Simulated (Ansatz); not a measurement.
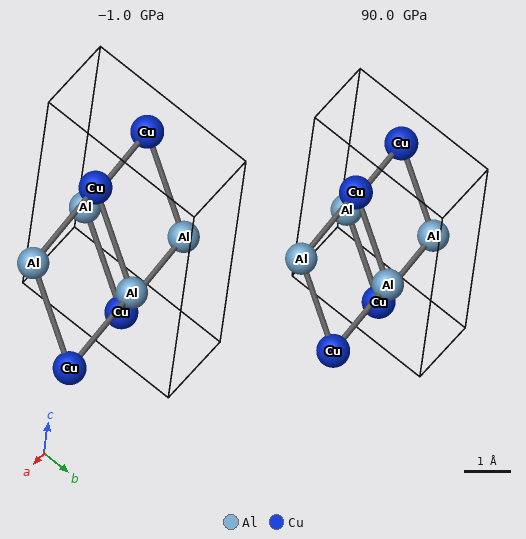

Solid Al$_{2}$Cu (set up in I4/mmm), relaxed (cell and atoms) at several target pressures. The picture shows the first and the last member. Style: ball-and-stick. Shown: the cell of the calculation, repeated 2 × 1 × 1 with one cell outlined, slightly off an axis.

Computed with Ansatz 0.2.0: DFT PBEsol, scalar-relativistic, plane waves, PAW. Settings: plane-wave cutoff 420 eV; k-point mesh 14 × 14 × 14 at −1.0 to 12.0, 16 × 16 × 16 at 25.0 to 90.0 GPa; occupations gaussian; smearing width 0.1 eV; no spin polarisation; cell and atoms relaxed; force threshold 0.008 eV/Å.

```csv
pressure (GPa),volume (Å³/atom),a (Å)
−1.0,15.802,4.062
0.0,15.648,4.049
1.0,15.495,4.036
4.0,15.095,4.001
12.0,14.252,3.925
25.0,?,?
50.0,11.964,3.703
90.0,10.678,3.565
```

One row is withheld. What does the calculation give there?

Murnaghan's form V = V₀(1 + B′P/B₀)^(−1/B′), with V₀ = 15.648 Å³ from the row at zero pressure, fits the other rows with B₀ = 108 GPa and B′ = 3.69 (largest miss 0.019 Å³). At 25.0 GPa it gives 15.648 × (1 + 3.69 × 25.0/108)^(−1/3.69) = 13.237 Å³ per atom. The calculation gives 13.250 Å³/atom (a = 3.831 Å). The estimate is 0.013 Å³/atom too low. From the first member to the last: Al–Cu 2.488 → 2.183 Å.

The whole series:

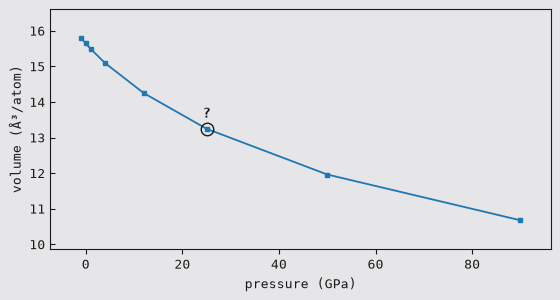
